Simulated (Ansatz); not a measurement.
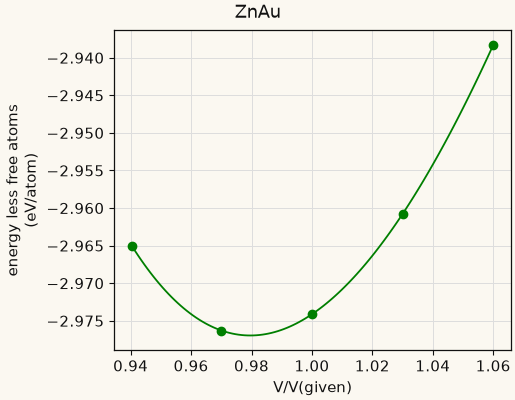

The figure shows the energy less free atoms against V/V(given) for ZnAu, space group Pm-3m (No. 221).

Structure:
```xyz
2
Lattice="3.1501 0.0000 0.0000 0.0000 3.1501 0.0000 0.0000 0.0000 3.1501" Properties=species:S:1:pos:R:3 pbc="T T T"
Zn    1.5750    1.5750    1.5750
Au    0.0000    0.0000    0.0000
```

Computed with Ansatz 0.2.0: periodic Kohn-Sham DFT of a crystal at fixed atoms, scaled to the stated factor times the given cell; pressure positive in compression, energy less spherical unpolarised free atoms. Level: PBEsol, no spin-orbit coupling.

```csv
setting,value
method,all-electron LAPW
relativity,scalar
k mesh,13×13×13
occupations,Fermi–Dirac
smearing width,0.05 eV
basis error target,1 (meV/atom)
nucleus,Gaussian
```

V(given) is 15.63 Å³/atom.

From this curve and the settings, what does the calculation give for the pressure at the same points?

The pressure falls from 6.5 GPa at V/V(given) 0.941 to −9.1 GPa at 1.060, and changes sign near 0.980.

```tsv
V/V(given)	pressure (GPa)
0.941	6.5
0.970	1.5
1.000	-2.8
1.030	-6.2
1.060	-9.1
```

Note: no spin-orbit coupling on heavy atoms.
